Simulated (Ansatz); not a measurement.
**CdSe: density, localisation and related maps**

```
Cd Se
1.0
     5.74792    0.00000    0.00000
     0.00000    5.74792    0.00000
     0.00000    0.00000    5.74792
Cd Se
4 4
Direct
  0.00000 0.00000 0.00000
  0.50000 0.50000 0.00000
  0.50000 0.00000 0.50000
  0.00000 0.50000 0.50000
  0.50000 0.00000 0.00000
  0.00000 0.50000 0.00000
  0.00000 0.00000 0.50000
  0.50000 0.50000 0.50000
```

Space group Fm-3m; a structure from a database of computed crystals, not necessarily the ambient phase.

Method: Kohn-Sham DFT of a periodic cell, PBE, spin-orbit coupling, Ansatz PAW in Ansatz 0.2.0.

Core electrons are frozen (PAW), and the valence fields are smoothed inside the atomic spheres.

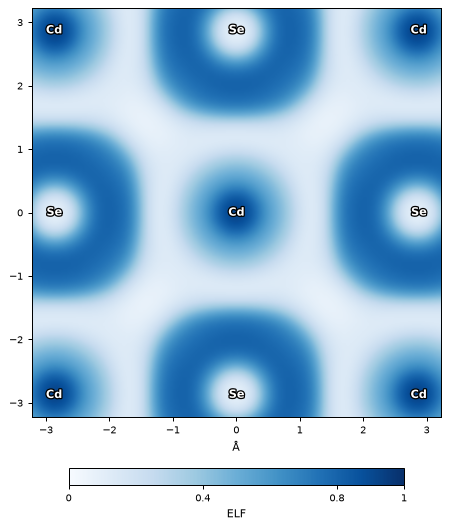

Figure 1. Electron localisation function on the (100) plane of the conventional cell.

> Interpret the plot.

- The plane passes through Cd and Se nuclei.
- Cd–Se (2.87 Å): the ELF is about 0.30 at the midpoint and 0.15 at its lowest between the atoms.
- The features right at Cd lie inside the PAW spheres, where the map follows smoothed inner orbitals and isn't to be read closely.

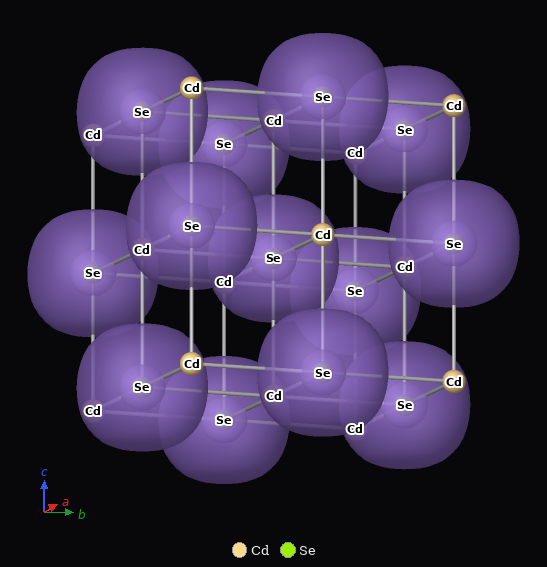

Figure 2. Isosurface of the electron localisation function at 0.55 (purple), seen at an oblique angle. Core shells and regions of very low density are left out. Sticks mark near contacts.

> Describe the localisation domains.

The ELF exceeds this value in four regions wrapped around Se (the valence shell of each), counted in one cell of 8 atoms. Regions shared between cells count once.

> Does the calculation give a band gap?

It is metallic or semimetallic at this level of theory: no gap opens.
